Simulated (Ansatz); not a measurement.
# Geometry relaxation of WSe₂ (part 1 of 3)

System: WSe₂ (12 atoms in the cell).
Method: DFT PBE+D3(BJ), scalar-relativistic, plane waves, PAW, no spin polarisation (Ansatz 0.2.0).

The structure derives from a Materials Project entry.

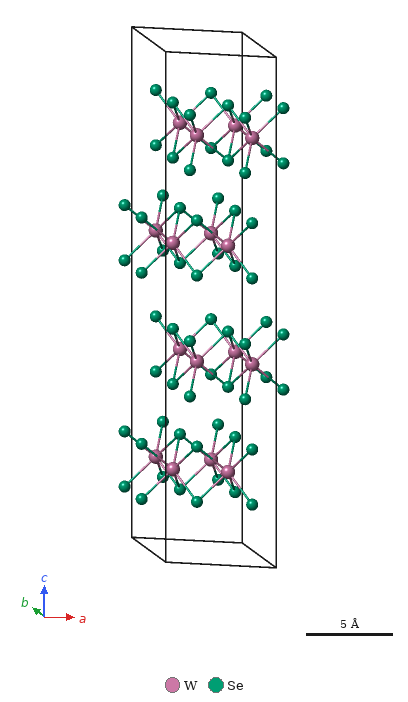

*The input geometry (ball-and-stick view of the 2 × 2 repeat of the cell, with the vacuum cut short, seen slightly off an axis; bonded neighbours outside the cell are drawn too). An atom can appear more than once, as a periodic image.*

Near neighbours in the periodic cell (some may lie outside the picture): W has 6 Se at 2.54 Å; Se has 3 W at 2.54 Å.

**The input**
```yaml
crystal:
  lattice:
    - [3.3178488582, 0.0, 0.0]
    - [-1.6589244291, 2.8733413971, 0.0]
    - [0.0, 0.0, 36.41830731]
  atoms:
    - { symbol: W, position: [0.66666667, 0.33333333, 0.90611047] }
    - { symbol: W, position: [0.66666667, 0.33333333, 0.280468] }
    - { symbol: W, position: [0.33333333, 0.66666667, 0.719532] }
    - { symbol: W, position: [0.33333333, 0.66666667, 0.09388953] }
    - { symbol: Se, position: [0.33333333, 0.66666667, 0.95178674] }
    - { symbol: Se, position: [0.33333333, 0.66666667, 0.32610682] }
    - { symbol: Se, position: [0.66666667, 0.33333333, 0.76520455] }
    - { symbol: Se, position: [0.66666667, 0.33333333, 0.1395502] }
    - { symbol: Se, position: [0.33333333, 0.66666667, 0.8604498] }
    - { symbol: Se, position: [0.33333333, 0.66666667, 0.23479545] }
    - { symbol: Se, position: [0.66666667, 0.33333333, 0.67389318] }
    - { symbol: Se, position: [0.66666667, 0.33333333, 0.04821326] }
basis:
  ecutwfc: 420
kpoints:
  mp_grid: { grid: [12, 12, 1] }
hamiltonian:
  xc: pbe
  dispersion: d3bj
scf:
  occupations: { method: gaussian, width: 0.02 }
output:
  forces: true
  stress: true
  eigenvalues: true
  write_density: true
  write_potential: true
  elf: true
  volumetric_format: npy
relax:
  adjacent_minimum: "off"
  f_tol: 0.005
  max_steps: 80
  cell: { stress_tol: 0.05 }
```

Run on 2 threads of Intel Xeon (Granite Rapids), 144 GiB of memory available, shared host.

Launched with:
```bash
ansatz run input.yaml --threads 2 --pin off --max-ram 5120MiB --backend cpu --events-out ev --progress --plain --runs-dir out
```

**Output**
```
Engine: ansatz 0.2.0, x86_64-unknown-linux-gnu
Pseudopotentials: kind: paw
Pseudopotential: W, paw, valence charge 14, recommended cutoff 420 eV (normal), W.paw.azcp
Pseudopotential: Se, paw, valence charge 16, recommended cutoff 420 eV (normal), Se.paw.azcp
Functional definition: PBE
  parameter kappa = 0.804
  parameter beta = 0.06672455060314922
  exchange = pbe_x(kappa = kappa, mu = beta*pi^2/3)
  correlation = pbe_c(beta = beta)
Crystal: 12 atoms, lattice volume = 347.187 Å³
Basis set: ecut = 420 eV, 6901 PW (Γ), exchange–correlation on 48×48×500 points (8 copies of the dense FFT grid, shifted against one another)
Bands: 111, of which v1, the nominal top of the filled ones, is band 92 counted from 1 (91 counted from 0)
Symmetry: 12 space group operations
Space group: P-3m1 (ITA 164), of the structure as read, at distance tolerance 7.0e-5 Å
k-points: 19 of 144
Non-local potential: W, projectors of the file, l = 0: 3, l = 1: 2, l = 2: 2, l = 3: 1
Non-local potential: Se, projectors of the file, l = 0: 2, l = 1: 2, l = 2: 3, l = 3: 1
PAW form: soft (Blöchl's): semilocal exchange-correlation on the pseudo side does not see the compensation charge
PAW one-centre angular grid: W, 590 points (default); XC on 64 Gauss nodes
PAW one-centre angular grid: Se, 590 points (default); XC on 64 Gauss nodes
Initial density: superposition of atomic densities (neutral atoms: chi_scale 0, normalization atom), corrected by the library's trained network
Initial wavefunctions: pseudopotential atomic-orbital guess
Functional: x = pbe(κ = 0.804, μ = 0.2195149727645171), c = pbe(β = 0.06672455060314922)
SCF iter   1: F=—  HF=-85303.483217 eV  |F-HF|=—  |Δ(HF+E_count)|=         —  Δρ=3.84e-3  dr2=6.75e-2  ethr=1.77e-3  ⟨swp⟩=7.5  Hψ=7809  notcnv=0  defer=32
preconditioner: auto → Resta (q_TF=auto, 2.454 Å⁻¹)  ε∞=4.8  [insulator: Δε(μ)=1.252 eV  Ē_g=8.691 eV  σ=0.020 eV  W_gap=1.00  n_scr=106 (ndim 8)  ℏωp=16.9 eV  f_vac=0.302  D(μ)=0.00/eV (n_scr^D=0)  ε∞_Penn≈4.8  vacuum switching on, ρ_ref=5.5e-3 e/Å³]
SCF iter   2: F=—  HF=-85303.490747 eV  |F-HF|=—  |Δ(HF+E_count)|=   7.53e-3  Δρ=2.19e-3  dr2=1.20e-2  ethr=3.67e-5  ⟨swp⟩=2.8  Hψ=3342  notcnv=0  defer=234
SCF iter   3: F=—  HF=-85303.495670 eV  |F-HF|=—  |Δ(HF+E_count)|=   4.92e-3  Δρ=1.28e-3  dr2=2.76e-3  ethr=6.52e-6  ⟨swp⟩=2.2  Hψ=2485  notcnv=0  defer=234
SCF iter   4: F=—  HF=-85303.498326 eV  |F-HF|=—  |Δ(HF+E_count)|=   2.66e-3  Δρ=5.44e-4  dr2=5.19e-4  ethr=1.50e-6  ⟨swp⟩=2.2  Hψ=2911  notcnv=0  defer=234
SCF iter   5: F=—  HF=-85303.498836 eV  |F-HF|=—  |Δ(HF+E_count)|=   5.10e-4  Δρ=1.29e-4  dr2=4.08e-5  ethr=2.82e-7  ⟨swp⟩=2.0  Hψ=2955  notcnv=0  defer=234
SCF iter   6: F=—  HF=-85303.498508 eV  |F-HF|=—  |Δ(HF+E_count)|=   3.28e-4  Δρ=3.50e-5  dr2=1.13e-5  ethr=2.22e-8  ⟨swp⟩=2.1  Hψ=3567  notcnv=0  defer=234
SCF iter   7: F=—  HF=-85303.498511 eV  |F-HF|=—  |Δ(HF+E_count)|=   3.25e-6  Δρ=1.15e-5  dr2=1.29e-6  ethr=6.15e-9  ⟨swp⟩=2.0  Hψ=2438  notcnv=0  defer=234
SCF iter   8: F=—  HF=-85303.498511 eV  |F-HF|=—  |Δ(HF+E_count)|=   4.75e-7  Δρ=6.46e-6  dr2=7.83e-7  ethr=7.01e-10  ⟨swp⟩=2.5  Hψ=2610  notcnv=0  defer=234
SCF iter   9: F=-85303.498511 eV  HF=-85303.498511 eV  |F-HF|=5.46e-9  |Δ(HF+E_count)|=   1.91e-8  Δρ=2.41e-6  dr2=3.53e-8  ethr=5.43e-11  ⟨swp⟩=16.5  Hψ=17394  notcnv=0
SCF 1 converged in 9 iterations: F = -85303.498511 eV  dr2 = 3.53e-8
  greatest PAW one-centre occupation: 1.000 electrons in one spin orbital (limit 2), on the Se atom at site 8 (counted from 0), in its partial waves of l = 2
relax step   1: F+E_penalty+E_count = -85303.49851133 eV  Δ(F+E_penalty+E_count) = +0.000e0 eV  max|allowed force component| = 2.529e-1 eV/Å  Δτ_max = 0.0000 Å  P = -0.963 GPa  Ω = 347.187 Å³  (9 SCF iters, dr2 threshold 1.00e-7 eV, accepted)
Crystal: 12 atoms, lattice volume = 315.422 Å³
Basis set: ecut = 420 eV, 6275 PW (Γ), exchange–correlation on 48×48×500 points (8 copies of the dense FFT grid, shifted against one another)
Initial density: handed on by an earlier stage of this run
Initial wavefunctions: those handed on with the density
iter 1 solved again at ethr=1.36e-4 eV; its pass at ethr=3.10e-3 eV (dr2=2.50e-1 eV) is discarded
SCF iter   1: F=—  HF=-85303.458060 eV  |F-HF|=—  |Δ(HF+E_count)|=         —  Δρ=7.58e-3  dr2=2.53e-1  ethr=1.36e-4  ⟨swp⟩=3.3  Hψ=10437  notcnv=0
preconditioner: auto → Resta (q_TF=auto, 2.494 Å⁻¹)  ε∞=5.0  [insulator: Δε(μ)=1.033 eV  Ē_g=8.865 eV  σ=0.020 eV  W_gap=1.00  n_scr=94 (ndim 8)  ℏωp=17.7 eV  f_vac=0.269  D(μ)=0.00/eV (n_scr^D=0)  ε∞_Penn≈5.0  vacuum switching on, ρ_ref=5.7e-3 e/Å³]
SCF iter   2: F=—  HF=-85303.423077 eV  |F-HF|=—  |Δ(HF+E_count)|=   3.50e-2  Δρ=4.33e-3  dr2=5.46e-2  ethr=1.36e-4  ⟨swp⟩=3.0  Hψ=2969  notcnv=0  defer=1
SCF iter   3: F=—  HF=-85303.416273 eV  |F-HF|=—  |Δ(HF+E_count)|=   6.80e-3  Δρ=1.92e-3  dr2=2.57e-2  ethr=2.97e-5  ⟨swp⟩=3.3  Hψ=3075  notcnv=0  defer=22
SCF iter   4: F=—  HF=-85303.414457 eV  |F-HF|=—  |Δ(HF+E_count)|=   1.82e-3  Δρ=4.68e-4  dr2=2.39e-3  ethr=1.40e-5  ⟨swp⟩=2.3  Hψ=2856  notcnv=0  defer=94
SCF iter   5: F=—  HF=-85303.414501 eV  |F-HF|=—  |Δ(HF+E_count)|=   4.44e-5  Δρ=3.35e-4  dr2=1.60e-3  ethr=1.30e-6  ⟨swp⟩=2.5  Hψ=2937  notcnv=0  defer=99
SCF iter   6: F=—  HF=-85303.414394 eV  |F-HF|=—  |Δ(HF+E_count)|=   1.07e-4  Δρ=9.26e-5  dr2=9.25e-5  ethr=8.67e-7  ⟨swp⟩=2.0  Hψ=2347  notcnv=0  defer=99
SCF iter   7: F=—  HF=-85303.414080 eV  |F-HF|=—  |Δ(HF+E_count)|=   3.14e-4  Δρ=4.71e-5  dr2=5.07e-5  ethr=5.03e-8  ⟨swp⟩=2.2  Hψ=3625  notcnv=0  defer=107
SCF iter   8: F=—  HF=-85303.414078 eV  |F-HF|=—  |Δ(HF+E_count)|=   1.45e-6  Δρ=2.05e-5  dr2=6.36e-6  ethr=2.76e-8  ⟨swp⟩=2.1  Hψ=2403  notcnv=0  defer=107
iter 9 did not close the SCF: its close was put off until two iterations running show no level that it waits for move by more than its bar (scf_convergence_deferred on its scf_iter line)
SCF iter   9: F=-85303.414078 eV  HF=-85303.414078 eV  |F-HF|=8.20e-8  |Δ(HF+E_count)|=   5.06e-7  Δρ=8.47e-6  dr2=4.74e-7  ethr=6.52e-10  ⟨swp⟩=14.2  Hψ=18735  notcnv=0
iter 10 did not close the SCF: its close was put off until two iterations running show no level that it waits for move by more than its bar (scf_convergence_deferred on its scf_iter line)
SCF iter  10: F=-85303.414078 eV  HF=-85303.414078 eV  |F-HF|=5.76e-9  |Δ(HF+E_count)|=   1.19e-7  Δρ=3.00e-6  dr2=5.40e-8  ethr=2.57e-10  ⟨swp⟩=10.0  Hψ=14631  notcnv=0
SCF iter  11: F=-85303.414078 eV  HF=-85303.414078 eV  |F-HF|=1.07e-8  |Δ(HF+E_count)|=   2.49e-8  Δρ=1.13e-6  dr2=1.26e-8  ethr=2.93e-11  ⟨swp⟩=9.2  Hψ=13829  notcnv=0
SCF 2 converged in 11 iterations: F = -85303.414078 eV  dr2 = 1.26e-8
  greatest PAW one-centre occupation: 1.000 electrons in one spin orbital (limit 2), on the Se atom at site 9 (counted from 0), in its partial waves of l = 2
relax step   2: F+E_penalty+E_count = -85303.41407779 eV  Δ(F+E_penalty+E_count) = +8.443e-2 eV  max|allowed force component| = 4.797e-1 eV/Å  Δτ_max = 0.1973 Å  P = +0.963 GPa  Ω = 315.422 Å³  energy of the carried Pulay correction = +4.201e-3 eV  (11 SCF iters, dr2 threshold 1.20e-6 eV, rejected (line search))
[... from here on the SCF iterations and repeated set-up lines of each step are left out, up to the last step ...]
SCF 3 converged in 14 iterations: F = -85303.626089 eV  dr2 = 2.20e-11
relax step   3: F+E_penalty+E_count = -85303.62608922 eV  Δ(F+E_penalty+E_count) = -1.276e-1 eV  max|allowed force component| = 5.285e-2 eV/Å  Δτ_max = 0.0960 Å  P = -0.547 GPa  Ω = 333.185 Å³  energy of the carried Pulay correction = +1.803e-3 eV  (14 SCF iters, accepted)
SCF 4 converged in 9 iterations: F = -85303.668808 eV  dr2 = 3.97e-8
relax step   4: F+E_penalty+E_count = -85303.66880762 eV  Δ(F+E_penalty+E_count) = -4.272e-2 eV  max|allowed force component| = 4.804e-2 eV/Å  Δτ_max = 0.0896 Å  P = +0.198 GPa  Ω = 322.940 Å³  energy of the carried Pulay correction = +3.170e-3 eV  (9 SCF iters, dr2 threshold 1.20e-6 eV, accepted)
SCF 5 converged in 8 iterations: F = -85303.673009 eV  dr2 = 1.12e-7
relax step   5: F+E_penalty+E_count = -85303.67300915 eV  Δ(F+E_penalty+E_count) = -4.202e-3 eV  max|allowed force component| = 5.674e-3 eV/Å  Δτ_max = 0.0326 Å  P = -0.002 GPa  Ω = 321.131 Å³  energy of the carried Pulay correction = +3.416e-3 eV  (8 SCF iters, dr2 threshold 2.28e-7 eV, accepted)
SCF 6 converged in 9 iterations: F = -85303.673151 eV  dr2 = 1.50e-9
relax step   6: F+E_penalty+E_count = -85303.67315058 eV  Δ(F+E_penalty+E_count) = -1.414e-4 eV  max|allowed force component| = 1.435e-3 eV/Å  Δτ_max = 0.0126 Å  P = +0.000 GPa  Ω = 320.819 Å³  energy of the carried Pulay correction = +3.459e-3 eV  (9 SCF iters, dr2 threshold 2.01e-9 eV, accepted)
SCF 7 converged in 15 iterations: F = -85303.673680 eV  dr2 = 1.33e-12
relax step   7: F+E_penalty+E_count = -85303.67367976 eV  Δ(F+E_penalty+E_count) = -5.292e-4 eV  max|allowed force component| = 2.461e-2 eV/Å  Δτ_max = 0.0785 Å  P = -0.022 GPa  Ω = 318.778 Å³  energy of the carried Pulay correction = +3.738e-3 eV  (15 SCF iters, accepted)
SCF 8 converged in 12 iterations: F = -85303.674515 eV  dr2 = 1.37e-10
relax step   8: F+E_penalty+E_count = -85303.67451549 eV  Δ(F+E_penalty+E_count) = -8.357e-4 eV  max|allowed force component| = 3.717e-2 eV/Å  Δτ_max = 0.1041 Å  P = +0.029 GPa  Ω = 316.054 Å³  energy of the carried Pulay correction = +4.113e-3 eV  (12 SCF iters, dr2 threshold 3.79e-8 eV, accepted)
SCF 9 converged in 12 iterations: F = -85303.676516 eV  dr2 = 6.56e-9
relax step   9: F+E_penalty+E_count = -85303.67651612 eV  Δ(F+E_penalty+E_count) = -2.001e-3 eV  max|allowed force component| = 3.804e-2 eV/Å  Δτ_max = 0.1913 Å  P = +0.023 GPa  Ω = 311.116 Å³  energy of the carried Pulay correction = +4.801e-3 eV  (12 SCF iters, dr2 threshold 8.63e-8 eV, accepted)
SCF 10 converged in 12 iterations: F = -85303.679270 eV  dr2 = 2.45e-9
relax step  10: F+E_penalty+E_count = -85303.67926958 eV  Δ(F+E_penalty+E_count) = -2.753e-3 eV  max|allowed force component| = 2.696e-2 eV/Å  Δτ_max = 0.1950 Å  P = +0.042 GPa  Ω = 306.181 Å³  energy of the carried Pulay correction = +5.500e-3 eV  (12 SCF iters, dr2 threshold 9.04e-8 eV, accepted)
SCF 11 converged in 12 iterations: F = -85303.682082 eV  dr2 = 2.57e-9
relax step  11: F+E_penalty+E_count = -85303.68208170 eV  Δ(F+E_penalty+E_count) = -2.812e-3 eV  max|allowed force component| = 7.174e-3 eV/Å  Δτ_max = 0.1932 Å  P = -0.030 GPa  Ω = 301.555 Å³  energy of the carried Pulay correction = +6.164e-3 eV  (12 SCF iters, dr2 threshold 4.69e-8 eV, accepted)
SCF 12 converged in 14 iterations: F = -85303.684660 eV  dr2 = 5.03e-11
relax step  12: F+E_penalty+E_count = -85303.68465965 eV  Δ(F+E_penalty+E_count) = -2.578e-3 eV  max|allowed force component| = 5.673e-2 eV/Å  Δτ_max = 0.1960 Å  P = +0.222 GPa  Ω = 296.557 Å³  energy of the carried Pulay correction = +6.892e-3 eV  (14 SCF iters, accepted)
SCF 13 converged in 11 iterations: F = -85303.687306 eV  dr2 = 1.90e-8
relax step  13: F+E_penalty+E_count = -85303.68730637 eV  Δ(F+E_penalty+E_count) = -2.647e-3 eV  max|allowed force component| = 6.802e-2 eV/Å  Δτ_max = 0.1954 Å  P = -0.123 GPa  Ω = 292.591 Å³  energy of the carried Pulay correction = +7.478e-3 eV  (11 SCF iters, dr2 threshold 3.19e-7 eV, accepted)
SCF 14 converged in 11 iterations: F = -85303.691831 eV  dr2 = 1.57e-8
relax step  14: F+E_penalty+E_count = -85303.69183068 eV  Δ(F+E_penalty+E_count) = -4.524e-3 eV  max|allowed force component| = 6.208e-2 eV/Å  Δτ_max = 0.1976 Å  P = -0.197 GPa  Ω = 288.010 Å³  energy of the carried Pulay correction = +8.165e-3 eV  (11 SCF iters, dr2 threshold 2.89e-7 eV, accepted)
SCF 15 converged in 11 iterations: F = -85303.695554 eV  dr2 = 5.37e-9
relax step  15: F+E_penalty+E_count = -85303.69555386 eV  Δ(F+E_penalty+E_count) = -3.723e-3 eV  max|allowed force component| = 1.053e-1 eV/Å  Δτ_max = 0.1936 Å  P = +0.312 GPa  Ω = 284.343 Å³  energy of the carried Pulay correction = +8.721e-3 eV  (11 SCF iters, dr2 threshold 2.41e-7 eV, accepted)
SCF 16 converged in 8 iterations: F = -85303.703201 eV  dr2 = 8.06e-7
relax step  16: F+E_penalty+E_count = -85303.70320068 eV  Δ(F+E_penalty+E_count) = -7.647e-3 eV  max|allowed force component| = 4.744e-2 eV/Å  Δτ_max = 0.1988 Å  P = +0.373 GPa  Ω = 278.400 Å³  energy of the carried Pulay correction = +9.637e-3 eV  (8 SCF iters, dr2 threshold 8.46e-7 eV, accepted)
SCF 17 converged in 9 iterations: F = -85303.710414 eV  dr2 = 3.56e-7
relax step  17: F+E_penalty+E_count = -85303.71041440 eV  Δ(F+E_penalty+E_count) = -7.214e-3 eV  max|allowed force component| = 2.805e-2 eV/Å  Δτ_max = 0.1945 Å  P = -0.348 GPa  Ω = 277.041 Å³  energy of the carried Pulay correction = +9.849e-3 eV  (9 SCF iters, dr2 threshold 4.64e-7 eV, accepted)
SCF 18 converged in 10 iterations: F = -85303.720832 eV  dr2 = 5.23e-8
relax step  18: F+E_penalty+E_count = -85303.72083213 eV  Δ(F+E_penalty+E_count) = -1.042e-2 eV  max|allowed force component| = 5.228e-2 eV/Å  Δτ_max = 0.1986 Å  P = +0.143 GPa  Ω = 271.053 Å³  energy of the carried Pulay correction = +1.079e-2 eV  (10 SCF iters, dr2 threshold 3.92e-7 eV, accepted)
SCF 19 converged in 11 iterations: F = -85303.732142 eV  dr2 = 9.10e-9
relax step  19: F+E_penalty+E_count = -85303.73214203 eV  Δ(F+E_penalty+E_count) = -1.131e-2 eV  max|allowed force component| = 1.953e-2 eV/Å  Δτ_max = 0.1954 Å  P = +0.077 GPa  Ω = 268.259 Å³  energy of the carried Pulay correction = +1.124e-2 eV  (11 SCF iters, dr2 threshold 2.93e-7 eV, accepted)
SCF 20 converged in 13 iterations: F = -85303.747051 eV  dr2 = 1.46e-9
relax step  20: F+E_penalty+E_count = -85303.74705061 eV  Δ(F+E_penalty+E_count) = -1.491e-2 eV  max|allowed force component| = 6.649e-2 eV/Å  Δτ_max = 0.1950 Å  P = +0.053 GPa  Ω = 263.412 Å³  energy of the carried Pulay correction = +1.203e-2 eV  (13 SCF iters, dr2 threshold 1.16e-7 eV, accepted)
SCF 21 converged in 11 iterations: F = -85303.766961 eV  dr2 = 1.17e-8
relax step  21: F+E_penalty+E_count = -85303.76696069 eV  Δ(F+E_penalty+E_count) = -1.991e-2 eV  max|allowed force component| = 5.477e-2 eV/Å  Δτ_max = 0.1949 Å  P = +0.116 GPa  Ω = 260.294 Å³  energy of the carried Pulay correction = +1.254e-2 eV  (11 SCF iters, dr2 threshold 2.76e-7 eV, accepted)
SCF 22 converged in 11 iterations: F = -85303.791119 eV  dr2 = 6.90e-9
relax step  22: F+E_penalty+E_count = -85303.79111884 eV  Δ(F+E_penalty+E_count) = -2.416e-2 eV  max|allowed force component| = 5.762e-2 eV/Å  Δτ_max = 0.1950 Å  P = +0.096 GPa  Ω = 256.529 Å³  energy of the carried Pulay correction = +1.316e-2 eV  (11 SCF iters, dr2 threshold 1.87e-7 eV, accepted)
SCF 23 converged in 9 iterations: F = -85303.820948 eV  dr2 = 1.86e-7
relax step  23: F+E_penalty+E_count = -85303.82094782 eV  Δ(F+E_penalty+E_count) = -2.983e-2 eV  max|allowed force component| = 7.560e-2 eV/Å  Δτ_max = 0.1950 Å  P = +0.196 GPa  Ω = 252.892 Å³  energy of the carried Pulay correction = +1.377e-2 eV  (9 SCF iters, dr2 threshold 2.07e-7 eV, accepted)
SCF 24 converged in 9 iterations: F = -85303.858336 eV  dr2 = 1.19e-7
relax step  24: F+E_penalty+E_count = -85303.85833591 eV  Δ(F+E_penalty+E_count) = -3.739e-2 eV  max|allowed force component| = 7.711e-2 eV/Å  Δτ_max = 0.1950 Å  P = +0.109 GPa  Ω = 249.358 Å³  energy of the carried Pulay correction = +1.438e-2 eV  (9 SCF iters, dr2 threshold 3.57e-7 eV, accepted)
SCF 25 converged in 9 iterations: F = -85303.900418 eV  dr2 = 1.39e-7
relax step  25: F+E_penalty+E_count = -85303.90041795 eV  Δ(F+E_penalty+E_count) = -4.208e-2 eV  max|allowed force component| = 1.167e-1 eV/Å  Δτ_max = 0.1917 Å  P = +0.303 GPa  Ω = 245.850 Å³  energy of the carried Pulay correction = +1.498e-2 eV  (9 SCF iters, dr2 threshold 3.72e-7 eV, accepted)
SCF 26 converged in 8 iterations: F = -85303.952852 eV  dr2 = 4.13e-7
relax step  26: F+E_penalty+E_count = -85303.95285153 eV  Δ(F+E_penalty+E_count) = -5.243e-2 eV  max|allowed force component| = 1.141e-1 eV/Å  Δτ_max = 0.2000 Å  P = +0.063 GPa  Ω = 243.157 Å³  energy of the carried Pulay correction = +1.545e-2 eV  (8 SCF iters, dr2 threshold 8.51e-7 eV, accepted)
SCF 27 converged in 8 iterations: F = -85303.993970 eV  dr2 = 1.52e-7
relax step  27: F+E_penalty+E_count = -85303.99396961 eV  Δ(F+E_penalty+E_count) = -4.112e-2 eV  max|allowed force component| = 1.472e-1 eV/Å  Δτ_max = 0.1960 Å  P = +0.404 GPa  Ω = 239.168 Å³  energy of the carried Pulay correction = +1.615e-2 eV  (8 SCF iters, dr2 threshold 8.14e-7 eV, accepted)
SCF 28 converged in 8 iterations: F = -85304.021940 eV  dr2 = 2.77e-7
relax step  28: F+E_penalty+E_count = -85304.02194018 eV  Δ(F+E_penalty+E_count) = -2.797e-2 eV  max|allowed force component| = 2.189e-1 eV/Å  Δτ_max = 0.1924 Å  P = -0.227 GPa  Ω = 238.673 Å³  energy of the carried Pulay correction = +1.624e-2 eV  (8 SCF iters, dr2 threshold 1.20e-6 eV, accepted)
SCF 29 converged in 8 iterations: F = -85303.988361 eV  dr2 = 1.08e-7
relax step  29: F+E_penalty+E_count = -85303.98836076 eV  Δ(F+E_penalty+E_count) = +3.358e-2 eV  max|allowed force component| = 3.410e-1 eV/Å  Δτ_max = 0.1920 Å  P = +1.153 GPa  Ω = 235.605 Å³  energy of the carried Pulay correction = +1.679e-2 eV  (8 SCF iters, dr2 threshold 1.20e-6 eV, rejected (line search))
SCF 30 converged in 13 iterations: F = -85304.029836 eV  dr2 = 1.02e-11
relax step  30: F+E_penalty+E_count = -85304.02983633 eV  Δ(F+E_penalty+E_count) = -7.896e-3 eV  max|allowed force component| = 4.886e-3 eV/Å  Δτ_max = 0.0437 Å  P = +0.005 GPa  Ω = 238.254 Å³  energy of the carried Pulay correction = +1.631e-2 eV  (13 SCF iters, accepted)
SCF 31 converged in 11 iterations: F = -85304.029896 eV  dr2 = 2.42e-11
```
